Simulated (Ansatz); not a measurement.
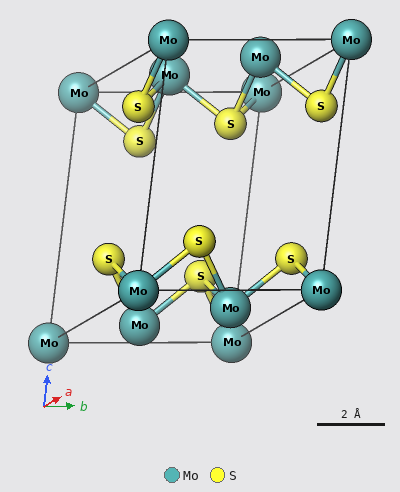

*The structure (ball-and-stick view of the cell of the calculation, seen at an oblique angle). An atom can appear more than once, as a periodic image.*

**Single-point calculation of MoS2**

The run: single-point calculation of MoS2 (R3m, 9 atoms in the cell). Method and program: DFT PBE, scalar-relativistic, plane waves, PAW, no spin polarisation (Ansatz 0.2.0).

The structure derives from a Materials Project entry. It belongs to a series of runs on one base structure; here: band edges sought over the zone.

### What the program printed
```
Engine: ansatz 0.2.0, x86_64-unknown-linux-gnu
Pseudopotentials: kind: paw
Pseudopotential: Mo, paw, valence charge 14, recommended cutoff 420 eV (normal), Mo.paw.azcp
Pseudopotential: S, paw, valence charge 6, recommended cutoff 420 eV (normal), S.paw.azcp
Functional definition: PBE
  parameter kappa = 0.804
  parameter beta = 0.06672455060314922
  exchange = pbe_x(kappa = kappa, mu = beta*pi^2/3)
  correlation = pbe_c(beta = beta)
Crystal: 9 atoms, lattice volume = 196.062 Å³
Basis set: ecut = 420 eV, 3837 PW (Γ), exchange–correlation on 80×80×108 points (8 copies of the dense FFT grid, shifted against one another)
Bands: 48, of which v1, the nominal top of the filled ones, is band 39 counted from 1 (38 counted from 0)
Symmetry: 6 space group operations
Space group: R3m (ITA 160), of the structure as read, at distance tolerance 5.8e-5 Å
k-points: 114 of 384 (time reversal used)
Non-local potential: Mo, projectors of the file, l = 0: 3, l = 1: 2, l = 2: 2, l = 3: 1
Non-local potential: S, projectors of the file, l = 0: 2, l = 1: 2, l = 2: 2
PAW form: soft (Blöchl's): semilocal exchange-correlation on the pseudo side does not see the compensation charge
PAW one-centre angular grid: Mo, 590 points (default); XC on 64 Gauss nodes
PAW one-centre angular grid: S, 110 points (default); XC on 64 Gauss nodes
Initial density: read from a saved state, or passed on in memory by an earlier SCF of this step, an earlier step, the calling program or the single point that the run made first
Initial wavefunctions: pseudopotential atomic-orbital guess
Functional: x = pbe(κ = 0.804, μ = 0.2195149727645171), c = pbe(β = 0.06672455060314922)
iter 1 solved again at ethr=1.13e-7 eV; its pass at ethr=3.10e-3 eV (dr2=8.80e-5 eV) is discarded
SCF iter   1: F=—  HF=-20288.461481 eV  |F-HF|=—  |Δ(HF+E_count)|=         —  Δρ=8.04e-7  dr2=2.06e-9  ethr=1.13e-7  ⟨swp⟩=4.0  Hψ=41622  notcnv=0
eigensolver tolerance schedule: the retry pair's looser diagonalisation over-reported the residual by 42608.11 of it (diagonalisation noise at an unbounded share of the residual, at the tolerance the schedule requests for it); recorded, not acted on — ethr = c·dr2/N_el stays at c = 1.0e-1
preconditioner: auto → Resta (q_TF=auto, 2.340 Å⁻¹)  ε∞=7.5  [insulator: Δε(μ)=1.452 eV  Ē_g=7.646 eV  σ=0.100 eV  W_gap=1.00  n_scr=36 (ndim 8)  ℏωp=19.5 eV  f_vac=0.187  D(μ)=0.00/eV (n_scr^D=0)  ε∞_Penn≈7.5]
SCF iter   2: F=-20288.461481 eV  HF=-20288.461481 eV  |F-HF|=1.75e-10  |Δ(HF+E_count)|=   1.46e-7  Δρ=4.52e-7  dr2=7.51e-10  ethr=2.65e-12  ⟨swp⟩=7.9  Hψ=24439  notcnv=0
SCF 1 converged in 2 iterations: F = -20288.461481 eV  dr2 = 7.51e-10
  greatest PAW one-centre occupation: 0.998 electrons in one spin orbital (limit 2), on the Mo atom at site 2 (counted from 0), in its partial waves of l = 0
NSCF: frozen V_eff on 68 k-points
NSCF: frozen V_eff on 68 k-points
NSCF: frozen V_eff on 68 k-points
NSCF: frozen V_eff on 29 k-points
NSCF: frozen V_eff on 29 k-points
NSCF: frozen V_eff on 20 k-points
NSCF: frozen V_eff on 32 k-points
NSCF: frozen V_eff on 32 k-points
NSCF: frozen V_eff on 18 k-points
NSCF: frozen V_eff on 6 k-points
NSCF: frozen V_eff on 3 k-points
SCF converged after 2 iterations
Free energy (F): -20288.461481 eV
Harris-Foulkes:  -20288.461481 eV  (|F-HF|=1.75e-10)
Internal energy: -20288.461481 eV  (E = F + TS)
E sigma→0 (E₀):  -20288.461481 eV
Fermi energy:    8.241077 eV
--- Per-component energies (eV) ---
  E_band       = -693.748844
  E_kinetic    = 1964.682354
  E_local      = -8815.654578  (includes V_loc(G=0)·N_el)
  E_nonlocal   = 597.193885
  E_hartree    = 3616.454406
  E_xc         = -1134.139348
  E_vxc        = -1213.074216  (∫ρ·V_xc dr)
  E_paw        = -13204.411216  (= ΣΔE_a)
  E_vpaw       = -459.803312  (= ΣTr[D̂ρ^β])
  E_aug_tail   = 0.000129  (compensation charges beyond the density's cutoff)
  E_ewald      = -3312.587113
  E_smearing   = -0.000000  (= −TS)
  E_closure    = -0.000000  (closes the sum)
  Σ components = -20288.461481   (vs F -20288.461481, Δ=0.00e0)
--- Forces (eV/Å), atoms counted from 1 ---
  atom   1  Mo     0.00000000     0.00000023     0.00005273
  atom   2  Mo     0.00000000     0.00000023     0.00005273
  atom   3  Mo     0.00000000     0.00000023     0.00005273
  atom   4  S      0.00000000    -0.00000029     0.00065816
  atom   5  S      0.00000000    -0.00000029     0.00065816
  atom   6  S      0.00000000    -0.00000029     0.00065816
  atom   7  S      0.00000000     0.00000003    -0.00071088
  atom   8  S      0.00000000     0.00000003    -0.00071088
  atom   9  S      0.00000000     0.00000003    -0.00071088
  max |Σ_I F_I| component: 9.30e-8 eV/Å
--- Stress (GPa, compression-positive) ---
       -0.006838      -0.000000      -0.000000
       -0.000000      -0.006846       0.000005
       -0.000000       0.000005       0.006197
  P = ⅓ Tr σ = -0.0025 GPa (-0.025 kbar)
--- Band table (eV; the first three rows and the last of 114) ---
  k-point 0: bands = ["-53.5526", "-53.5109", "-53.5109", "-27.7600", "-27.7600", "-27.7175", "-27.7175", "-27.6872", "-27.6037", "-27.6037", "-27.4829", "-27.4829", "-6.7644", "-5.4336", "-4.6339", "-4.6339", "-4.5528", "-4.5528", "1.6484", "1.9384", "1.9384", "2.7524", "2.7524", "3.2702", "3.2702", "3.7776", "3.7776", "4.4602", "4.4602", "4.7127", "4.7127", "5.1797", "5.1797", "5.8153", "5.8153", "5.8465", "7.1407", "7.3019", "7.3019", "8.9754", "8.9754", "10.0712", "10.0712", "10.3260", "10.3260", "10.3756", "10.3756", "10.8477"]
  k-point 1: bands = ["-53.5526", "-53.5109", "-53.5109", "-27.7600", "-27.7600", "-27.7175", "-27.7175", "-27.6872", "-27.6037", "-27.6037", "-27.4829", "-27.4829", "-6.7598", "-5.4420", "-4.6339", "-4.6339", "-4.5528", "-4.5528", "1.6864", "1.9384", "1.9384", "2.7524", "2.7524", "3.2702", "3.2702", "3.7777", "3.7777", "4.4602", "4.4602", "4.7125", "4.7125", "5.1797", "5.1797", "5.6830", "5.8157", "5.8157", "7.2621", "7.3019", "7.3019", "8.9754", "8.9754", "10.0725", "10.0725", "10.3241", "10.3241", "10.3754", "10.3754", "10.8479"]
  k-point 2: bands = ["-53.5526", "-53.5109", "-53.5109", "-27.7600", "-27.7600", "-27.7175", "-27.7175", "-27.6872", "-27.6037", "-27.6037", "-27.4829", "-27.4829", "-6.7506", "-5.4590", "-4.6339", "-4.6339", "-4.5528", "-4.5528", "1.7662", "1.9384", "1.9384", "2.7524", "2.7524", "3.2702", "3.2702", "3.7776", "3.7776", "4.4602", "4.4602", "4.7122", "4.7122", "5.1797", "5.1797", "5.4084", "5.8163", "5.8163", "7.3019", "7.3019", "7.4478", "8.9754", "8.9754", "10.0754", "10.0754", "10.3201", "10.3201", "10.3756", "10.3756", "10.8477"]
  k-point 113: bands = ["-53.5341", "-53.5202", "-53.5202", "-27.7941", "-27.7941", "-27.6693", "-27.6502", "-27.6223", "-27.6223", "-27.5695", "-27.5695", "-27.5257", "-5.9310", "-5.1985", "-5.1985", "-5.1216", "-4.8098", "-4.8098", "1.9551", "1.9551", "2.3723", "2.8762", "2.8762", "3.4236", "3.4236", "3.5281", "3.7440", "4.2319", "4.2319", "4.8437", "5.5313", "5.6923", "5.6923", "5.7515", "5.7515", "5.9382", "6.5661", "6.5661", "6.6276", "9.4296", "9.4296", "9.5679", "9.6640", "9.8014", "9.8014", "10.1848", "10.8468", "10.8468"]
```

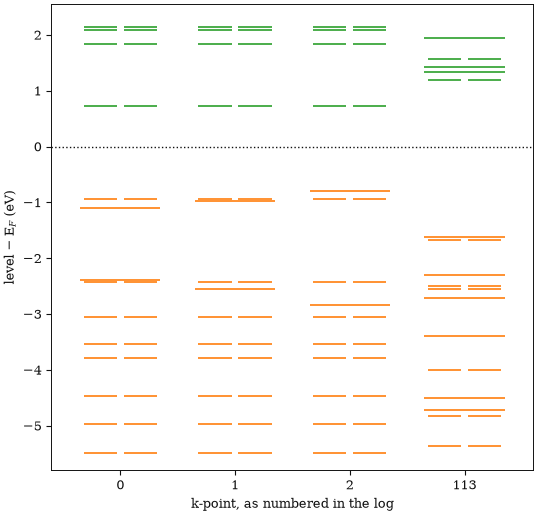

*Kohn–Sham levels near the Fermi level (dotted) at the few k-points that the log prints; levels within 0.02 eV of each other stand side by side.*

Among these points the highest filled and lowest empty levels are 1.53 eV apart; the gap on the full mesh, 1.45 eV, has an edge at a point that isn't printed.

The run was set up as follows.

### Input
```yaml
crystal:
  lattice:
    - [0.0, -5.5168878127, 0.0]
    - [4.7777649956, -2.7584439063, 0.0]
    - [0.0, -1.8389626042, 7.4383199981]
  atoms:
    - { symbol: Mo, position: [0.6668889338, 0.6666666667, 0.9993331987] }
    - { symbol: Mo, position: [0.3335556004, 0.3333333333, 0.9993331987] }
    - { symbol: Mo, position: [0.0002222671, 1.0, 0.9993331987] }
    - { symbol: S, position: [0.2635334553, 0.6666666667, 0.2093996342] }
    - { symbol: S, position: [0.9302001219, 0.3333333333, 0.2093996342] }
    - { symbol: S, position: [0.5968667886, 1.0, 0.2093996342] }
    - { symbol: S, position: [0.403576611, 0.6666666667, 0.7892701671] }
    - { symbol: S, position: [0.0702432776, 0.3333333333, 0.7892701671] }
    - { symbol: S, position: [0.7369099443, 0.0, 0.7892701671] }
basis:
  ecutwfc: 420
kpoints:
  mp_grid: { grid: [8, 8, 6] }
  band_path: { path: [VBM, CBM], npoints: 2 }
hamiltonian:
  xc: pbe
scf:
  occupations: { method: gaussian, width: 0.1 }
output:
  forces: true
  stress: true
  eigenvalues: true
checkpoint:
  read: start.run
  write: ck
  compress: false
  write_wavefunctions: false
  write_every: 100000
```

Launch command:
```bash
ansatz run input.yaml --threads 2 --pin off --max-ram 5120MiB --backend cpu --events-out ev --progress --plain --runs-dir out
```

### Key numbers

- outcome: converged
- space group (tolerance 0.01 Å): R3m (160)
- electrons treated: 78
- free energy: −20288.4615 eV
- Fermi energy: 8.241 eV
- gap on the k-point mesh: 1.45 eV
- gap on the band path: 1.45 eV
- pressure: 0.00 GPa
- largest force (length of the vector): 0.001 eV/Å
- hardware: 2 threads of Intel Xeon (Granite Rapids), 192 GiB of memory available, shared host
- wall time: 52 s (CPU time 1.7 min)
- peak memory: 0.95 GiB
